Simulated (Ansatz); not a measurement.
## GaAs: a changed input and its effect

System: GaAs (F-43m, 16 atoms in the cell).
Method of the first run: DFT, LDA, dispersion d4, plane waves, PAW, no spin polarisation (Ansatz 0.2.0).

The structure derives from a Materials Project entry. Text and figures count atoms from 1; the logs count them from 0 in places.

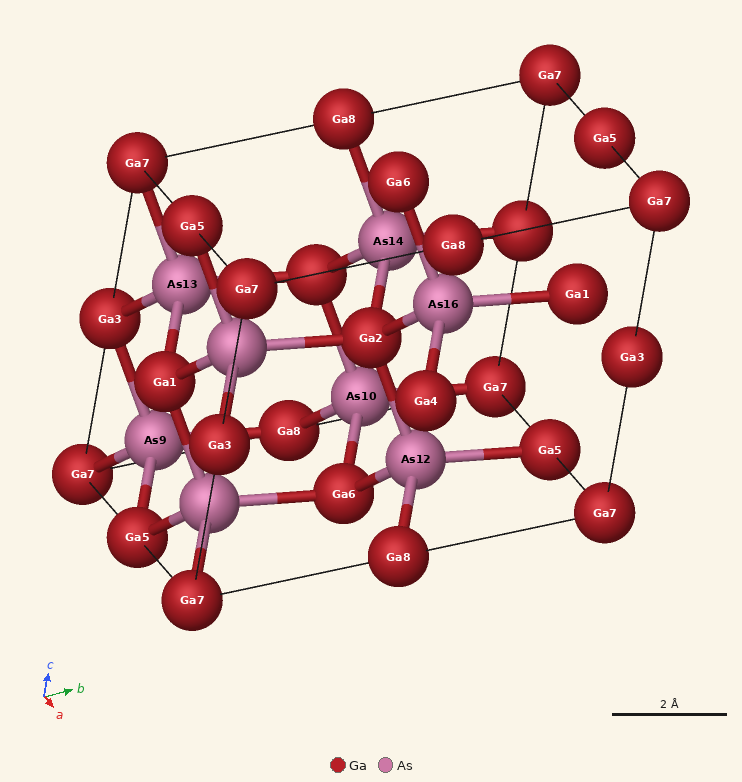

Figure 1. The input geometry (ball-and-stick view of the cell of the calculation, seen slightly off an axis; atoms are numbered from 1 in the order of the input).

Input, the first run:
```yaml
crystal:
  lattice:
    - [0.0, 5.6033815718, -5.6033815718]
    - [5.6033815718, 5.6033815718, 0.0]
    - [5.6033815718, 0.0, -5.6033815718]
  atoms:
    - { symbol: Ga, position: [0.5, 0.0, 0.5] }
    - { symbol: Ga, position: [0.5, 0.5, 0.5] }
    - { symbol: Ga, position: [0.0, 0.0, 0.5] }
    - { symbol: Ga, position: [0.0, 0.5, 0.5] }
    - { symbol: Ga, position: [0.5, 0.0, 0.0] }
    - { symbol: Ga, position: [0.5, 0.5, 0.0] }
    - { symbol: Ga, position: [0.0, 0.0, 0.0] }
    - { symbol: Ga, position: [0.0, 0.5, 0.0] }
    - { symbol: As, position: [0.125, 0.125, 0.125] }
    - { symbol: As, position: [0.125, 0.625, 0.125] }
    - { symbol: As, position: [0.625, 0.125, 0.125] }
    - { symbol: As, position: [0.625, 0.625, 0.125] }
    - { symbol: As, position: [0.125, 0.125, 0.625] }
    - { symbol: As, position: [0.125, 0.625, 0.625] }
    - { symbol: As, position: [0.625, 0.125, 0.625] }
    - { symbol: As, position: [0.625, 0.625, 0.625] }
basis:
  ecutwfc: 420
  xc_grid: 2
  precision: f64
kpoints:
  mp_grid: { grid: [3, 3, 3], shift: [0.0, 0.0, 0.0] }
hamiltonian:
  xc: lda
  dispersion: d4
scf:
  occupations: { method: gaussian, width: 0.02 }
  eigensolver: { kind: davidson }
output:
  forces: true
  eigenvalues: true
  stress: true
```

Launched with:
```bash
ansatz run input.yaml --threads 4 --pin off --max-ram 8192MiB --backend cpu --events-out ev --progress --plain --runs-dir out
```

Hardware: 4 threads of Intel Xeon @ 2.10GHz (Emerald Rapids), 189 GiB of memory available, shared host.

Output, shortened to warnings, some set-up lines, iterations and results (the first run):
```
Warning: the engine holds no damping parameters fitted to this dispersion correction and functional, so the run takes those fitted to pbe (hamiltonian.dispersion, under Limitations)
Basis set: ecut = 420 eV, 6855 PW (Γ), exchange–correlation on 108×108×108 points (8 copies of the dense FFT grid, shifted against one another)
Symmetry: 192 space group operations
k-points: 4 of 27 (time reversal used)
Initial density: superposition of atomic densities (neutral atoms: chi_scale 0, normalization atom), corrected by the library's trained network
[...]
SCF iter   1: F=—  HF=-67857.075445 eV  |F-HF|=—  |Δ(HF+E_count)|=         —  Δρ=4.94e-3  dr2=4.53e-2  ethr=1.77e-3  ⟨swp⟩=11.8  Hψ=2417  notcnv=0
SCF iter   2: F=—  HF=-67857.063562 eV  |F-HF|=—  |Δ(HF+E_count)|=   1.19e-2  Δρ=2.46e-3  dr2=1.21e-2  ethr=2.02e-5  ⟨swp⟩=5.0  Hψ=1525  notcnv=0  defer=1
SCF iter   3: F=—  HF=-67857.061989 eV  |F-HF|=—  |Δ(HF+E_count)|=   1.57e-3  Δρ=8.80e-4  dr2=1.60e-3  ethr=5.39e-6  ⟨swp⟩=3.0  Hψ=1005  notcnv=0
SCF iter   4: F=—  HF=-67857.061923 eV  |F-HF|=—  |Δ(HF+E_count)|=   6.66e-5  Δρ=1.62e-4  dr2=9.98e-5  ethr=4.48e-8  ⟨swp⟩=3.0  Hψ=2311  notcnv=0
SCF iter   5: F=—  HF=-67857.061935 eV  |F-HF|=—  |Δ(HF+E_count)|=   1.26e-5  Δρ=6.43e-5  dr2=2.32e-5  ethr=4.45e-8  ⟨swp⟩=3.0  Hψ=1108  notcnv=0
SCF iter   6: F=—  HF=-67857.061940 eV  |F-HF|=—  |Δ(HF+E_count)|=   4.49e-6  Δρ=2.09e-5  dr2=1.81e-6  ethr=1.04e-8  ⟨swp⟩=4.0  Hψ=1277  notcnv=0
SCF iter   7: F=—  HF=-67857.061939 eV  |F-HF|=—  |Δ(HF+E_count)|=   3.08e-7  Δρ=8.77e-6  dr2=3.46e-7  ethr=8.06e-10  ⟨swp⟩=4.0  Hψ=1364  notcnv=0
SCF iter   8: F=-67857.061939 eV  HF=-67857.061939 eV  |F-HF|=3.58e-9  |Δ(HF+E_count)|=   6.51e-8  Δρ=2.62e-6  dr2=1.77e-8  ethr=1.54e-10  ⟨swp⟩=4.0  Hψ=1301  notcnv=0
SCF 1 converged in 8 iterations: F = -67857.061939 eV  dr2 = 1.77e-8
  Residual-converged pass: ⟨swp⟩=3.2  Hψ=1071  notcnv=0  max |occ|·‖R‖ = 6.4e-6 eV (tolerance 6.7e-6 eV)  dr2=1.68e-8  dr2_onsite=5.10e-9  max |Δocc| = 1.5e-68
SCF converged after 8 iterations
Free energy (F): -67857.061939 eV
Harris-Foulkes:  -67857.061939 eV  (|F-HF|=3.58e-9)
Internal energy: -67857.061939 eV  (E = F + TS)
E sigma→0 (E₀):  -67857.061939 eV
Fermi energy:    8.489753 eV
--- Per-component energies (eV) ---
  E_band       = -2518.207653
  E_kinetic    = 1768.078530
  E_local      = -31105.058695  (includes V_loc(G=0)·N_el)
  E_nonlocal   = -1907.696416
  E_hartree    = 15668.753489
  E_xc         = -1186.272115
  E_vxc        = -1110.954820  (∫ρ·V_xc dr)
  E_paw        = -29334.695671  (= ΣΔE_a)
  E_vpaw       = -1500.092783  (= ΣTr[D̂ρ^β])
  E_aug_tail   = -0.000853  (compensation charges beyond the density's cutoff)
  E_ewald      = -21783.699134
  E_disp       = -6.900753  (pairwise vdW)
  E_core_change = 30.429680  (= ΣΔE_core)
  E_smearing   = -0.000000  (= −TS)
  E_closure    = 0.000000  (closes the sum)
  Σ components = -67857.061939   (vs F -67857.061939, Δ=0.00e0)
--- Forces (eV/Å), atoms counted from 1 ---
  atom   1  Ga     0.00000000     0.00000000     0.00000000
  atom   2  Ga     0.00000000     0.00000000    -0.00000000
  atom   3  Ga     0.00000000     0.00000000     0.00000000
  atom   4  Ga     0.00000000     0.00000000     0.00000000
  atom   5  Ga     0.00000000     0.00000000     0.00000000
  atom   6  Ga     0.00000000     0.00000000     0.00000000
  atom   7  Ga     0.00000000     0.00000000    -0.00000000
  atom   8  Ga     0.00000000     0.00000000    -0.00000000
  atom   9  As    -0.00000000    -0.00000000    -0.00000000
  atom  10  As    -0.00000000     0.00000000    -0.00000000
  atom  11  As    -0.00000000    -0.00000000     0.00000000
  atom  12  As    -0.00000000    -0.00000000    -0.00000000
  atom  13  As    -0.00000000    -0.00000000    -0.00000000
  atom  14  As    -0.00000000    -0.00000000    -0.00000000
  atom  15  As    -0.00000000    -0.00000000    -0.00000000
  atom  16  As    -0.00000000    -0.00000000    -0.00000000
  max |Σ_I F_I| component: 8.63e-16 eV/Å
--- Stress (GPa, compression-positive) ---
       -3.188103       0.000000       0.000000
       -0.000000      -3.188103       0.000000
       -0.000000      -0.000000      -3.188103
  P = ⅓ Tr σ = -3.1881 GPa (-31.881 kbar)
```

The input of the second run differs as follows (lines with − go, lines with + come):
```diff
-  precision: f64
-  dispersion: d4
-  eigensolver: { kind: davidson }
```

How does the second run compare with the first run?

The total energies belong to different models, so their difference says nothing on which is more stable or more accurate. The pressure goes from −3.19 to −0.05 GPa. The dispersion correction adds attraction between all atoms, which pulls the cell inwards and lowers the pressure. The SCF takes 7 iterations against 8.

Output, shortened to warnings, some set-up lines, iterations and results (the second run):
```
Basis set: ecut = 420 eV, 6855 PW (Γ), exchange–correlation on 108×108×108 points (8 copies of the dense FFT grid, shifted against one another)
Symmetry: 192 space group operations
k-points: 4 of 27 (time reversal used)
Initial density: superposition of atomic densities (neutral atoms: chi_scale 0, normalization atom), corrected by the library's trained network
[...]
SCF iter   1: F=—  HF=-67850.184909 eV  |F-HF|=—  |Δ(HF+E_count)|=         —  Δρ=4.69e-3  dr2=4.43e-2  ethr=1.77e-3  ⟨swp⟩=6.0  Hψ=1796  notcnv=0  defer=1
SCF iter   2: F=—  HF=-67850.162745 eV  |F-HF|=—  |Δ(HF+E_count)|=   2.22e-2  Δρ=2.62e-3  dr2=1.20e-2  ethr=1.98e-5  ⟨swp⟩=3.0  Hψ=1096  notcnv=0  defer=68
SCF iter   3: F=—  HF=-67850.161360 eV  |F-HF|=—  |Δ(HF+E_count)|=   1.39e-3  Δρ=5.12e-4  dr2=8.10e-4  ethr=5.34e-6  ⟨swp⟩=3.0  Hψ=773  notcnv=0  defer=48
SCF iter   4: F=—  HF=-67850.161338 eV  |F-HF|=—  |Δ(HF+E_count)|=   2.25e-5  Δρ=1.80e-4  dr2=1.25e-4  ethr=3.62e-7  ⟨swp⟩=2.0  Hψ=918  notcnv=0  defer=48
SCF iter   5: F=—  HF=-67850.161196 eV  |F-HF|=—  |Δ(HF+E_count)|=   1.42e-4  Δρ=9.12e-5  dr2=2.92e-5  ethr=5.57e-8  ⟨swp⟩=2.0  Hψ=760  notcnv=0  defer=48
SCF iter   6: F=—  HF=-67850.161187 eV  |F-HF|=—  |Δ(HF+E_count)|=   9.29e-6  Δρ=1.75e-5  dr2=1.23e-6  ethr=1.30e-8  ⟨swp⟩=2.0  Hψ=760  notcnv=0  defer=48
SCF iter   7: F=-67850.161186 eV  HF=-67850.161186 eV  |F-HF|=3.51e-8  |Δ(HF+E_count)|=   2.30e-7  Δρ=4.54e-6  dr2=6.74e-8  ethr=4.46e-11  ⟨swp⟩=7.0  Hψ=2522  notcnv=0
SCF 1 converged in 7 iterations: F = -67850.161186 eV  dr2 = 6.74e-8
SCF converged after 7 iterations
Free energy (F): -67850.161186 eV
Harris-Foulkes:  -67850.161186 eV  (|F-HF|=3.51e-8)
Internal energy: -67850.161186 eV  (E = F + TS)
E sigma→0 (E₀):  -67850.161186 eV
Fermi energy:    8.489765 eV
--- Per-component energies (eV) ---
  E_band       = -2518.219667
  E_kinetic    = 1768.076254
  E_local      = -31105.068671  (includes V_loc(G=0)·N_el)
  E_nonlocal   = -1907.712791
  E_hartree    = 15668.763692
  E_xc         = -1186.271587
  E_vxc        = -1110.954079  (∫ρ·V_xc dr)
  E_paw        = -29334.677777  (= ΣΔE_a)
  E_vpaw       = -1500.096473  (= ΣTr[D̂ρ^β])
  E_aug_tail   = -0.000853  (compensation charges beyond the density's cutoff)
  E_ewald      = -21783.699134
  E_core_change = 30.429680  (= ΣΔE_core)
  E_smearing   = -0.000000  (= −TS)
  E_closure    = -0.000000  (closes the sum)
  Σ components = -67850.161186   (vs F -67850.161186, Δ=0.00e0)
--- Forces (eV/Å), atoms counted from 1 ---
  atom   1  Ga     0.00000000     0.00000000     0.00000000
  atom   2  Ga     0.00000000    -0.00000000     0.00000000
  atom   3  Ga     0.00000000    -0.00000000     0.00000000
  atom   4  Ga     0.00000000     0.00000000     0.00000000
  atom   5  Ga     0.00000000     0.00000000     0.00000000
  atom   6  Ga     0.00000000     0.00000000     0.00000000
  atom   7  Ga     0.00000000     0.00000000     0.00000000
  atom   8  Ga     0.00000000     0.00000000    -0.00000000
  atom   9  As    -0.00000000     0.00000000     0.00000000
  atom  10  As    -0.00000000    -0.00000000     0.00000000
  atom  11  As    -0.00000000    -0.00000000     0.00000000
  atom  12  As    -0.00000000    -0.00000000     0.00000000
  atom  13  As    -0.00000000    -0.00000000    -0.00000000
  atom  14  As    -0.00000000    -0.00000000    -0.00000000
  atom  15  As    -0.00000000    -0.00000000     0.00000000
  atom  16  As    -0.00000000    -0.00000000     0.00000000
  max |Σ_I F_I| component: 4.71e-16 eV/Å
--- Stress (GPa, compression-positive) ---
       -0.046708      -0.000000      -0.000000
       -0.000000      -0.046708      -0.000000
       -0.000000      -0.000000      -0.046708
  P = ⅓ Tr σ = -0.0467 GPa (-0.467 kbar)
```

The two runs side by side:

```tsv
quantity	the first run	the second run
outcome	converged	converged
free energy per atom (eV)	−4241.0664	−4240.6351
gap on the mesh (eV)	0.48	0.48
pressure (GPa)	−3.19	−0.05
largest force (eV/Å)	0.000	0.000
SCF iterations	8	7
irreducible k-points	4	4
plane waves at Γ	6855	6855
wall time (shared host)	17 s	12 s
```

For the first run: Warnings: the dispersion correction has no parameters fitted for this combination and takes those fitted for PBE.
